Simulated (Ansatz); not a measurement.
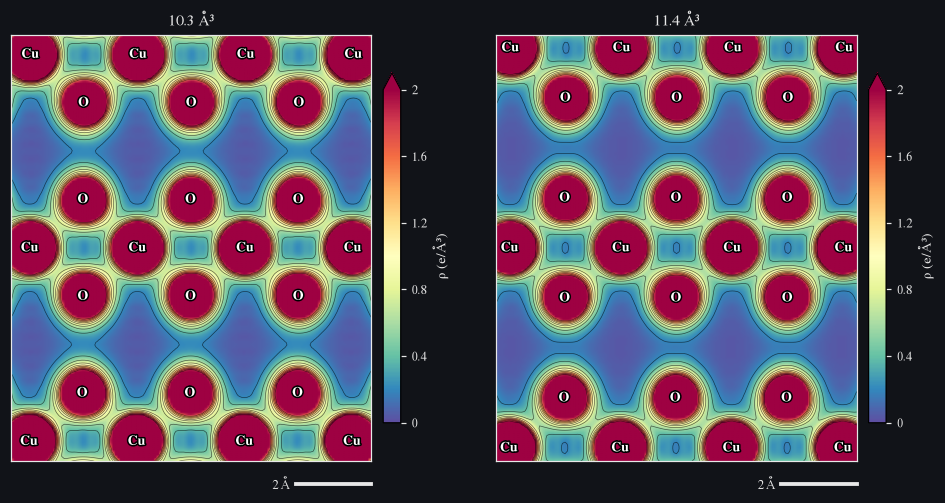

CuO. The valence pseudo-density of cells scaled evenly to different volumes (given per atom above each panel), on the (100) plane of each (indices in the axes of the cell below), at one length scale and on one colour scale.

A structure from a database of computed crystals, not necessarily the ambient phase.

The calculation used Kohn-Sham DFT of a periodic cell, PBEsol, Ansatz PAW (Ansatz 0.2.0).

The largest cell:

```cif
data_structure
_symmetry_space_group_name_H-M 'P 1'
_symmetry_Int_Tables_number 1
_cell_length_a 2.9360
_cell_length_b 2.9360
_cell_length_c 5.2779
_cell_angle_alpha 89.807
_cell_angle_beta 89.806
_cell_angle_gamma 89.223
_cell_volume 45.49
loop_
_atom_site_label
_atom_site_type_symbol
_atom_site_fract_x
_atom_site_fract_y
_atom_site_fract_z
_atom_site_occupancy
Cu1 Cu 0.00000 0.50000 0.00000 1
Cu2 Cu 0.50000 0.00000 0.50000 1
O1 O 0.99842 0.00167 0.74989 1
O2 O 0.00158 0.99833 0.25011 1
```

| volume (Å³/atom) | Cu–O contact in the plane (Å) | ρ at its midpoint (e/Å³) | pressure (GPa) | 
| --- | --- | --- | --- |
| 10.30 | 1.910 | 0.719 | 5.4 | 
| 11.16 | 1.961 | ? | ? | 
| 11.37 | 1.974 | 0.616 | −10.4 | 

Q: What values belong in the row with question marks?

A: Over the known rows ln ρ falls by 2.42 per Å of Cu–O distance (the line through the two), which gives 0.636 e/Å³ at 1.961 Å; the calculation gives 0.635 e/Å³. For the pressure, a straight line in volume between the neighbouring rows gives −7.3 GPa; the calculation gives −7.9, lower because pressure rises ever faster on compression.
